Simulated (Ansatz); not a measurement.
**Run report: TiSi2, geometry relaxation (part 1 of 2)**

- system: TiSi2 (Cmcm, 6 atoms in the cell)
- method: DFT PBEsol, scalar-relativistic, plane waves, PAW, no spin polarisation (Ansatz 0.2.0)

The structure derives from a Materials Project entry. Figures and captions count atoms from 1; the log counts them from 0 in places.

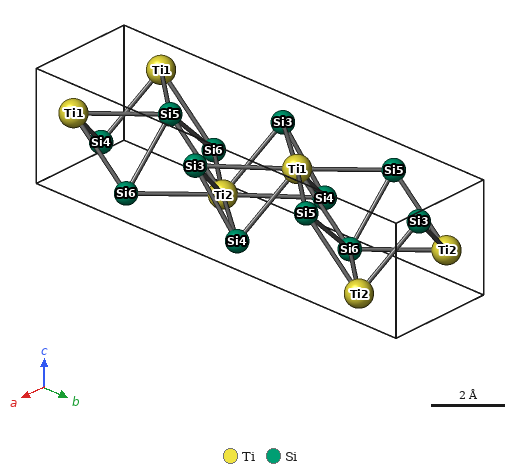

Fig. 1: The structure as given in the input (ball-and-stick view of the cell 2 times as large as that of the calculation, set on its symmetry axes, seen at an oblique angle; atoms are numbered from 1 in the order of the input). Near neighbours in the crystal (not all of them lie inside the picture): Ti has 10 Si at 2.58 to 2.81 Å; Si has 2 Si at 2.38 Å and 6 Ti at 2.58 to 2.81 Å; Si has 4 Si at 2.51 Å and 4 Ti at 2.66 to 2.67 Å.

Input file:
```yaml
crystal:
  lattice:
    - [1.765105025, -6.759281535, 0.0]
    - [1.765105025, 6.759281535, 0.0]
    - [0.0, 0.0, 3.56517397]
  atoms:
    - { symbol: Ti, position: [0.89688192, 0.10311808, 0.75] }
    - { symbol: Ti, position: [0.10311808, 0.89688192, 0.25] }
    - { symbol: Si, position: [0.55825145, 0.44174855, 0.75] }
    - { symbol: Si, position: [0.44174855, 0.55825145, 0.25] }
    - { symbol: Si, position: [0.24968518, 0.75031482, 0.75] }
    - { symbol: Si, position: [0.75031482, 0.24968518, 0.25] }
basis:
  ecutwfc: 420
kpoints:
  mp_grid: { grid: [10, 10, 10] }
hamiltonian:
  xc: pbesol
scf:
  occupations: { method: gaussian, width: 0.1 }
output:
  forces: true
  stress: true
  eigenvalues: true
  write_density: true
  write_potential: true
  elf: true
  volumetric_format: npy
relax:
  adjacent_minimum: "off"
  f_tol: 0.005
  max_steps: 80
  cell: { stress_tol: 0.05 }
```

Machine: 1 thread of Intel Xeon (Sapphire Rapids), 32 GiB of memory available, shared host.

Launch command:
```bash
ansatz run input.yaml --threads 1 --pin off --max-ram 2560MiB --backend cpu --events-out ev --progress --plain --runs-dir out
```

The program's output:
```
Engine: ansatz 0.2.0, x86_64-unknown-linux-gnu
Pseudopotentials: kind: paw
Pseudopotential: Ti, paw, valence charge 12, recommended cutoff 420 eV (normal), Ti.paw.azcp
Pseudopotential: Si, paw, valence charge 4, recommended cutoff 420 eV (normal), Si.paw.azcp
Functional definition: PBEsol
  exchange = pbesol_x
  correlation = pbesol_c
Crystal: 6 atoms, lattice volume = 85.071 Å³
Basis set: ecut = 420 eV, 1669 PW (Γ), exchange–correlation on 96×96×48 points (8 copies of the dense FFT grid, shifted against one another)
Bands: 26, of which v1, the nominal top of the filled ones, is band 20 counted from 1 (19 counted from 0)
Symmetry: 8 space group operations
Space group: Cmcm (ITA 63), of the structure as read, at distance tolerance 4.4e-5 Å
k-points: 186 of 1000
Non-local potential: Ti, projectors of the file, l = 0: 3, l = 1: 2, l = 2: 3, l = 3: 1
Non-local potential: Si, projectors of the file, l = 0: 2, l = 1: 2, l = 2: 2
PAW form: soft (Blöchl's): semilocal exchange-correlation on the pseudo side does not see the compensation charge
PAW frozen core: Ti, regenerated for the run's functional, and the local potential with it (the file was generated under x = pbe(κ = 0.804, μ = 0.2195149727645171), c = pbe(β = 0.06672455060314922))
PAW frozen core: Si, regenerated for the run's functional, and the local potential with it (the file was generated under x = pbe(κ = 0.804, μ = 0.2195149727645171), c = pbe(β = 0.06672455060314922))
PAW one-centre angular grid: Ti, 590 points (default); XC on 64 Gauss nodes
PAW one-centre angular grid: Si, 110 points (default); XC on 64 Gauss nodes
Initial density: superposition of atomic densities (neutral atoms: chi_scale 0, normalization atom), corrected by the library's trained network
Initial wavefunctions: pseudopotential atomic-orbital guess
Functional: x = pbesol(κ = 0.804, μ = 0.12345679012345678), c = pbesol(β = 0.046)
SCF iter   1: F=—  HF=-7437.795084 eV  |F-HF|=—  |Δ(HF+E_count)|=         —  Δρ=5.06e-3  dr2=4.04e-2  ethr=1.77e-3  ⟨swp⟩=6.0  Hψ=23978  notcnv=0
preconditioner: auto → Kerker (q_TF=auto, 2.406 Å⁻¹)  [metal: Δε(μ)=0.004 eV  Ē_g=6.420 eV  σ=0.100 eV  W_gap=0.02  n_scr=18 (ndim 8)  ℏωp=19.7 eV  f_vac=0.000  D(μ)=1.48/eV (n_scr^D=4)]
SCF iter   2: F=—  HF=-7437.789956 eV  |F-HF|=—  |Δ(HF+E_count)|=   5.13e-3  Δρ=2.71e-3  dr2=1.21e-2  ethr=1.01e-4  ⟨swp⟩=1.0  Hψ=6328  notcnv=0
SCF iter   3: F=—  HF=-7437.787895 eV  |F-HF|=—  |Δ(HF+E_count)|=   2.06e-3  Δρ=3.57e-4  dr2=3.59e-4  ethr=3.03e-5  ⟨swp⟩=2.5  Hψ=6342  notcnv=0
SCF iter   4: F=—  HF=-7437.787833 eV  |F-HF|=—  |Δ(HF+E_count)|=   6.27e-5  Δρ=1.24e-4  dr2=2.32e-5  ethr=8.98e-7  ⟨swp⟩=2.1  Hψ=5863  notcnv=0
SCF iter   5: F=—  HF=-7437.787894 eV  |F-HF|=—  |Δ(HF+E_count)|=   6.12e-5  Δρ=3.11e-5  dr2=1.65e-6  ethr=5.81e-8  ⟨swp⟩=2.1  Hψ=6191  notcnv=0
SCF iter   6: F=-7437.787894 eV  HF=-7437.787894 eV  |F-HF|=2.61e-8  |Δ(HF+E_count)|=   2.27e-7  Δρ=7.02e-6  dr2=4.95e-8  ethr=2.50e-10  ⟨swp⟩=10.6  Hψ=33474  notcnv=0
SCF 1 converged in 6 iterations: F = -7437.787894 eV  dr2 = 4.95e-8
  greatest PAW one-centre occupation: 0.999 electrons in one spin orbital (limit 2), on the Ti atom at site 1 (counted from 0), in its partial waves of l = 0
relax step   1: F+E_penalty+E_count = -7437.78789368 eV  Δ(F+E_penalty+E_count) = +0.000e0 eV  max|allowed force component| = 1.891e-1 eV/Å  Δτ_max = 0.0000 Å  P = -2.187 GPa  Ω = 85.071 Å³  (6 SCF iters, dr2 threshold 1.00e-7 eV, accepted)
Crystal: 6 atoms, lattice volume = 83.234 Å³
Basis set: ecut = 420 eV, 1625 PW (Γ), exchange–correlation on 96×96×48 points (8 copies of the dense FFT grid, shifted against one another)
Initial density: handed on by an earlier stage of this run
Initial wavefunctions: those handed on with the density
iter 1 solved again at ethr=4.81e-5 eV; its pass at ethr=3.10e-3 eV (dr2=1.93e-2 eV) is discarded
SCF iter   1: F=—  HF=-7437.806827 eV  |F-HF|=—  |Δ(HF+E_count)|=         —  Δρ=2.78e-3  dr2=2.01e-2  ethr=4.81e-5  ⟨swp⟩=1.0  Hψ=24905  notcnv=0
preconditioner: auto → Kerker (q_TF=auto, 2.415 Å⁻¹)  [metal: Δε(μ)=0.029 eV  Ē_g=6.528 eV  σ=0.100 eV  W_gap=0.16  n_scr=18 (ndim 8)  ℏωp=19.9 eV  f_vac=0.000  D(μ)=1.55/eV (n_scr^D=4)]
SCF iter   2: F=—  HF=-7437.804601 eV  |F-HF|=—  |Δ(HF+E_count)|=   2.23e-3  Δρ=1.33e-3  dr2=5.92e-3  ethr=4.81e-5  ⟨swp⟩=1.2  Hψ=4872  notcnv=0
SCF iter   3: F=—  HF=-7437.803490 eV  |F-HF|=—  |Δ(HF+E_count)|=   1.11e-3  Δρ=3.24e-4  dr2=4.19e-4  ethr=1.48e-5  ⟨swp⟩=2.2  Hψ=5954  notcnv=0
SCF iter   4: F=—  HF=-7437.803485 eV  |F-HF|=—  |Δ(HF+E_count)|=   5.42e-6  Δρ=1.07e-4  dr2=1.33e-5  ethr=1.05e-6  ⟨swp⟩=2.0  Hψ=6263  notcnv=0
iter 5 did not close the SCF: its close was put off for the readings that it lacked (scf_convergence_deferred on its scf_iter line)
SCF iter   5: F=-7437.803482 eV  HF=-7437.803483 eV  |F-HF|=2.50e-7  |Δ(HF+E_count)|=   2.13e-6  Δρ=2.03e-5  dr2=4.41e-7  ethr=3.32e-8  ⟨swp⟩=2.0  Hψ=6555  notcnv=0
SCF iter   6: F=-7437.803483 eV  HF=-7437.803483 eV  |F-HF|=7.45e-9  |Δ(HF+E_count)|=   5.72e-8  Δρ=3.97e-6  dr2=1.26e-8  ethr=1.10e-9  ⟨swp⟩=6.8  Hψ=31823  notcnv=0
SCF 2 converged in 6 iterations: F = -7437.803483 eV  dr2 = 1.26e-8
relax step   2: F+E_penalty+E_count = -7437.80348264 eV  Δ(F+E_penalty+E_count) = -1.559e-2 eV  max|allowed force component| = 8.433e-2 eV/Å  Δτ_max = 0.0192 Å  P = +0.346 GPa  Ω = 83.234 Å³  energy of the carried Pulay correction = +3.253e-4 eV  (6 SCF iters, dr2 threshold 6.00e-7 eV, accepted)
Crystal: 6 atoms, lattice volume = 83.438 Å³
iter 1 solved again at ethr=1.96e-6 eV; its pass at ethr=3.10e-3 eV (dr2=7.85e-4 eV) is discarded
SCF iter   1: F=—  HF=-7437.804788 eV  |F-HF|=—  |Δ(HF+E_count)|=         —  Δρ=6.12e-4  dr2=8.14e-4  ethr=1.96e-6  ⟨swp⟩=2.0  Hψ=24634  notcnv=0
preconditioner: auto → Kerker (q_TF=auto, 2.414 Å⁻¹)  [metal: Δε(μ)=0.017 eV  Ē_g=6.537 eV  σ=0.100 eV  W_gap=0.09  n_scr=18 (ndim 8)  ℏωp=19.9 eV  f_vac=0.000  D(μ)=1.53/eV (n_scr^D=4)]
SCF iter   2: F=—  HF=-7437.804671 eV  |F-HF|=—  |Δ(HF+E_count)|=   1.17e-4  Δρ=3.39e-4  dr2=2.79e-4  ethr=1.96e-6  ⟨swp⟩=1.1  Hψ=4848  notcnv=0
SCF iter   3: F=—  HF=-7437.804659 eV  |F-HF|=—  |Δ(HF+E_count)|=   1.26e-5  Δρ=6.98e-5  dr2=1.28e-5  ethr=6.97e-7  ⟨swp⟩=2.1  Hψ=6374  notcnv=0
SCF iter   4: F=—  HF=-7437.804656 eV  |F-HF|=—  |Δ(HF+E_count)|=   2.63e-6  Δρ=2.28e-5  dr2=6.12e-7  ethr=3.20e-8  ⟨swp⟩=2.0  Hψ=6300  notcnv=0
iter 5 did not close the SCF: its close was put off for the readings that it lacked (scf_convergence_deferred on its scf_iter line)
SCF iter   5: F=-7437.804656 eV  HF=-7437.804656 eV  |F-HF|=1.18e-8  |Δ(HF+E_count)|=   1.07e-7  Δρ=5.22e-6  dr2=2.25e-8  ethr=1.53e-9  ⟨swp⟩=2.1  Hψ=6579  notcnv=0
SCF iter   6: F=-7437.804656 eV  HF=-7437.804656 eV  |F-HF|=7.91e-10  |Δ(HF+E_count)|=   7.03e-9  Δρ=8.38e-7  dr2=1.09e-9  ethr=5.63e-11  ⟨swp⟩=5.1  Hψ=25576  notcnv=0
SCF 3 converged in 6 iterations: F = -7437.804656 eV  dr2 = 1.09e-9
relax step   3: F+E_penalty+E_count = -7437.80465585 eV  Δ(F+E_penalty+E_count) = -1.173e-3 eV  max|allowed force component| = 3.440e-2 eV/Å  Δτ_max = 0.0022 Å  P = +0.079 GPa  Ω = 83.438 Å³  energy of the carried Pulay correction = +2.889e-4 eV  (6 SCF iters, dr2 threshold 6.00e-7 eV, accepted)
Crystal: 6 atoms, lattice volume = 83.461 Å³
Basis set: ecut = 420 eV, 1633 PW (Γ), exchange–correlation on 96×96×48 points (8 copies of the dense FFT grid, shifted against one another)
iter 1 solved again at ethr=3.69e-8 eV; its pass at ethr=3.10e-3 eV (dr2=1.48e-5 eV) is discarded
SCF iter   1: F=—  HF=-7437.804697 eV  |F-HF|=—  |Δ(HF+E_count)|=         —  Δρ=1.12e-4  dr2=1.70e-5  ethr=3.69e-8  ⟨swp⟩=2.3  Hψ=22919  notcnv=0
preconditioner: auto → Kerker (q_TF=auto, 2.414 Å⁻¹)  [metal: Δε(μ)=0.017 eV  Ē_g=6.533 eV  σ=0.100 eV  W_gap=0.10  n_scr=18 (ndim 8)  ℏωp=19.9 eV  f_vac=0.000  D(μ)=1.54/eV (n_scr^D=4)]
SCF iter   2: F=—  HF=-7437.804753 eV  |F-HF|=—  |Δ(HF+E_count)|=   5.66e-5  Δρ=6.27e-5  dr2=5.46e-6  ethr=3.69e-8  ⟨swp⟩=2.1  Hψ=6299  notcnv=0
SCF iter   3: F=—  HF=-7437.804751 eV  |F-HF|=—  |Δ(HF+E_count)|=   1.72e-6  Δρ=1.23e-5  dr2=1.91e-7  ethr=1.36e-8  ⟨swp⟩=2.0  Hψ=6626  notcnv=0
iter 4 did not close the SCF: its close was put off for the readings that it lacked (scf_convergence_deferred on its scf_iter line)
SCF iter   4: F=-7437.804751 eV  HF=-7437.804751 eV  |F-HF|=3.89e-9  |Δ(HF+E_count)|=   5.29e-8  Δρ=2.65e-6  dr2=6.95e-9  ethr=4.78e-10  ⟨swp⟩=2.0  Hψ=6990  notcnv=0
iter 5 did not close the SCF: its close was put off for the readings that it lacked (scf_convergence_deferred on its scf_iter line)
SCF iter   5: F=-7437.804751 eV  HF=-7437.804751 eV  |F-HF|=1.35e-10  |Δ(HF+E_count)|=   1.31e-9  Δρ=6.09e-7  dr2=2.58e-10  ethr=1.74e-11  ⟨swp⟩=2.2  Hψ=6468  notcnv=0
SCF iter   6: F=-7437.804751 eV  HF=-7437.804751 eV  |F-HF|=1.18e-11  |Δ(HF+E_count)|=  7.37e-11  Δρ=1.17e-7  dr2=1.24e-11  ethr=1.00e-12  ⟨swp⟩=3.7  Hψ=21814  notcnv=0
SCF 4 converged in 6 iterations: F = -7437.804751 eV  dr2 = 1.24e-11
relax step   4: F+E_penalty+E_count = -7437.80475138 eV  Δ(F+E_penalty+E_count) = -9.553e-5 eV  max|allowed force component| = 5.835e-3 eV/Å  Δτ_max = 0.0023 Å  P = +0.009 GPa  Ω = 83.461 Å³  energy of the carried Pulay correction = +2.849e-4 eV  (6 SCF iters, accepted)
Crystal: 6 atoms, lattice volume = 83.469 Å³
iter 1 solved again at ethr=5.96e-8 eV; its pass at ethr=3.10e-3 eV (dr2=2.38e-5 eV) is discarded
SCF iter   1: F=—  HF=-7437.804694 eV  |F-HF|=—  |Δ(HF+E_count)|=         —  Δρ=7.48e-5  dr2=2.43e-5  ethr=5.96e-8  ⟨swp⟩=1.2  Hψ=20273  notcnv=0
preconditioner: auto → Kerker (q_TF=auto, 2.413 Å⁻¹)  [metal: Δε(μ)=0.013 eV  Ē_g=6.533 eV  σ=0.100 eV  W_gap=0.07  n_scr=18 (ndim 8)  ℏωp=19.9 eV  f_vac=0.000  D(μ)=1.54/eV (n_scr^D=4)]
SCF iter   2: F=—  HF=-7437.804755 eV  |F-HF|=—  |Δ(HF+E_count)|=   6.19e-5  Δρ=4.46e-5  dr2=1.02e-5  ethr=5.96e-8  ⟨swp⟩=1.0  Hψ=4846  notcnv=0
SCF iter   3: F=—  HF=-7437.804747 eV  |F-HF|=—  |Δ(HF+E_count)|=   7.97e-6  Δρ=6.64e-6  dr2=8.64e-8  ethr=2.55e-8  ⟨swp⟩=2.0  Hψ=6177  notcnv=0
SCF iter   4: F=—  HF=-7437.804749 eV  |F-HF|=—  |Δ(HF+E_count)|=   1.52e-6  Δρ=2.99e-6  dr2=6.03e-9  ethr=2.16e-10  ⟨swp⟩=2.1  Hψ=6753  notcnv=0
iter 5 did not close the SCF: its close was put off for the readings that it lacked (scf_convergence_deferred on its scf_iter line)
SCF iter   5: F=-7437.804749 eV  HF=-7437.804749 eV  |F-HF|=5.35e-10  |Δ(HF+E_count)|=  7.91e-10  Δρ=6.29e-7  dr2=6.65e-10  ethr=1.51e-11  ⟨swp⟩=2.5  Hψ=6945  notcnv=0
SCF iter   6: F=-7437.804749 eV  HF=-7437.804749 eV  |F-HF|=1.09e-11  |Δ(HF+E_count)|=  1.22e-10  Δρ=1.54e-7  dr2=1.71e-11  ethr=1.66e-12  ⟨swp⟩=4.2  Hψ=22876  notcnv=0
SCF 5 converged in 6 iterations: F = -7437.804749 eV  dr2 = 1.71e-11
relax step   5: F+E_penalty+E_count = -7437.80474896 eV  Δ(F+E_penalty+E_count) = +2.424e-6 eV  max|allowed force component| = 8.064e-3 eV/Å  Δτ_max = 0.0007 Å  P = -0.018 GPa  Ω = 83.469 Å³  energy of the carried Pulay correction = +2.834e-4 eV  (6 SCF iters, rejected (line search))
Crystal: 6 atoms, lattice volume = 83.462 Å³
iter 1 solved again at ethr=4.25e-8 eV; its pass at ethr=3.10e-3 eV (dr2=1.70e-5 eV) is discarded
SCF iter   1: F=—  HF=-7437.804699 eV  |F-HF|=—  |Δ(HF+E_count)|=         —  Δρ=5.98e-5  dr2=1.73e-5  ethr=4.25e-8  ⟨swp⟩=1.0  Hψ=20202  notcnv=0
SCF iter   2: F=—  HF=-7437.804761 eV  |F-HF|=—  |Δ(HF+E_count)|=   6.17e-5  Δρ=3.74e-5  dr2=7.75e-6  ethr=4.25e-8  ⟨swp⟩=1.0  Hψ=4836  notcnv=0
SCF iter   3: F=—  HF=-7437.804756 eV  |F-HF|=—  |Δ(HF+E_count)|=   5.20e-6  Δρ=5.60e-6  dr2=1.71e-8  ethr=1.94e-8  ⟨swp⟩=2.0  Hψ=6297  notcnv=0
SCF iter   4: F=—  HF=-7437.804755 eV  |F-HF|=—  |Δ(HF+E_count)|=   8.20e-7  Δρ=1.79e-6  dr2=3.54e-9  ethr=4.28e-11  ⟨swp⟩=2.3  Hψ=7472  notcnv=0
SCF iter   5: F=—  HF=-7437.804755 eV  |F-HF|=—  |Δ(HF+E_count)|=  7.50e-10  Δρ=3.56e-7  dr2=1.81e-10  ethr=8.86e-12  ⟨swp⟩=2.4  Hψ=7184  notcnv=0
SCF iter   6: F=-7437.804755 eV  HF=-7437.804755 eV  |F-HF|=1.00e-11  |Δ(HF+E_count)|=  3.91e-11  Δρ=1.08e-7  dr2=1.43e-11  ethr=1.00e-12  ⟨swp⟩=5.4  Hψ=19464  notcnv=0
SCF 6 converged in 6 iterations: F = -7437.804755 eV  dr2 = 1.43e-11
relax step   6: F+E_penalty+E_count = -7437.80475486 eV  Δ(F+E_penalty+E_count) = -3.479e-6 eV  max|allowed force component| = 1.512e-3 eV/Å  Δτ_max = 0.0004 Å  P = -0.000 GPa  Ω = 83.462 Å³  energy of the carried Pulay correction = +2.846e-4 eV  (6 SCF iters, accepted)
Initial wavefunctions: pseudopotential atomic-orbital guess (no wavefunctions were taken with the density)
iter 1 solved again at ethr=5.61e-8 eV; its pass at ethr=3.10e-3 eV (dr2=2.24e-5 eV) is discarded
SCF iter   1: F=—  HF=-7437.804446 eV  |F-HF|=—  |Δ(HF+E_count)|=         —  Δρ=1.34e-5  dr2=2.00e-8  ethr=5.61e-8  ⟨swp⟩=3.1  Hψ=36132  notcnv=0
SCF iter   2: F=—  HF=-7437.804505 eV  |F-HF|=—  |Δ(HF+E_count)|=   5.89e-5  Δρ=6.97e-6  dr2=4.25e-9  ethr=5.00e-11  ⟨swp⟩=2.3  Hψ=8604  notcnv=0
SCF iter   3: F=—  HF=-7437.804505 eV  |F-HF|=—  |Δ(HF+E_count)|=   1.19e-8  Δρ=9.35e-7  dr2=3.15e-10  ethr=1.06e-11  ⟨swp⟩=1.0  Hψ=4912  notcnv=0
iter 4 did not close the SCF: its close was put off for the readings that it lacked (scf_convergence_deferred on its scf_iter line)
SCF iter   4: F=-7437.804505 eV  HF=-7437.804505 eV  |F-HF|=9.09e-13  |Δ(HF+E_count)|=  1.07e-10  Δρ=1.99e-7  dr2=1.38e-11  ethr=1.00e-12  ⟨swp⟩=2.1  Hψ=5859  notcnv=0
iter 5 did not close the SCF: its close was put off for the readings that it lacked (scf_convergence_deferred on its scf_iter line)
SCF iter   5: F=-7437.804505 eV  HF=-7437.804505 eV  |F-HF|=9.09e-13  |Δ(HF+E_count)|=  4.55e-12  Δρ=8.98e-8  dr2=3.29e-12  ethr=1.00e-12  ⟨swp⟩=1.0  Hψ=4836  notcnv=0
iter 6 did not close the SCF: its close was put off for the readings that it lacked (scf_convergence_deferred on its scf_iter line)
SCF iter   6: F=-7437.804505 eV  HF=-7437.804505 eV  |F-HF|=3.64e-12  |Δ(HF+E_count)|=  2.73e-12  Δρ=1.65e-8  dr2=1.25e-13  ethr=1.00e-12  ⟨swp⟩=1.0  Hψ=4836  notcnv=0
iter 7 did not close the SCF: its close was put off for the readings that it lacked (scf_convergence_deferred on its scf_iter line)
SCF iter   7: F=-7437.804505 eV  HF=-7437.804505 eV  |F-HF|=0.00e0  |Δ(HF+E_count)|=  3.64e-12  Δρ=4.09e-9  dr2=1.25e-14  ethr=1.00e-12  ⟨swp⟩=1.0  Hψ=4836  notcnv=0
SCF iter   8: F=-7437.804505 eV  HF=-7437.804505 eV  |F-HF|=9.09e-13  |Δ(HF+E_count)|=  9.09e-13  Δρ=4.68e-10  dr2=1.21e-16  ethr=1.00e-12  ⟨swp⟩=2.1  Hψ=12698  notcnv=0
SCF 7 converged in 8 iterations: F = -7437.804505 eV  dr2 = 1.21e-16
relax step   7: F+E_penalty+E_count = -7437.80450521 eV  Δ(F+E_penalty+E_count) = +2.497e-4 eV  max|allowed force component| = 1.640e-3 eV/Å  Δτ_max = 0.0000 Å  P = -0.006 GPa  Ω = 83.462 Å³  stress off target by 1.39e-2 GPa  SCF on the basis re-selected at this cell (its energy is not comparable with the rows above)  (8 SCF iters)
```
